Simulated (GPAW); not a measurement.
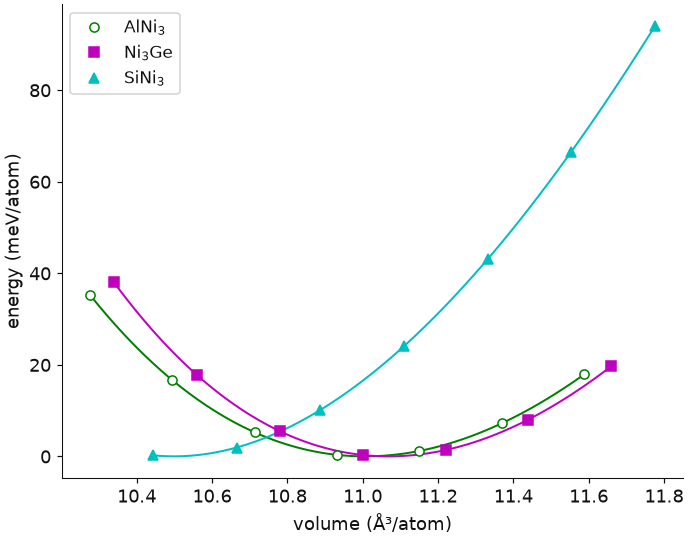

The figure shows the energy against volume, with one curve for each compound, for AlNi₃, Ni₃Ge and SiNi₃ (all in space group Pm-3m (No. 221)).

Computed with GPAW 26.7.0: PAW DFT in plane waves, on a grid or in atomic orbitals, collinear spins; energies at scaled volumes of the given cell, shape and fractions fixed, counted from the fit's minimum, third-order Birch-Murnaghan fit. Level: PBEsol, collinear spin.

| setting | value |
| --- | --- |
| k mesh | 8×8×8 |
| occupations | Fermi–Dirac |
| smearing width | 0.05 eV |
| potentials | PAW data sets made by gpaw setup for the functional |
| wave cutoff | 600 eV |

Settings that differ: AlNi3: k mesh 8×8×8; Ni3Ge: ; SiNi3:.

### Order the curves by fitted equilibrium volume, smallest first.

SiNi₃ 10.499, AlNi₃ 11.006, Ni₃Ge 11.069 Å³/atom.

### Order the curves by fitted bulk modulus, smallest first.

AlNi₃ 205.3, Ni₃Ge 221.6, SiNi₃ 242.4 GPa.

Keep in mind: nickel data set pressure off other codes.
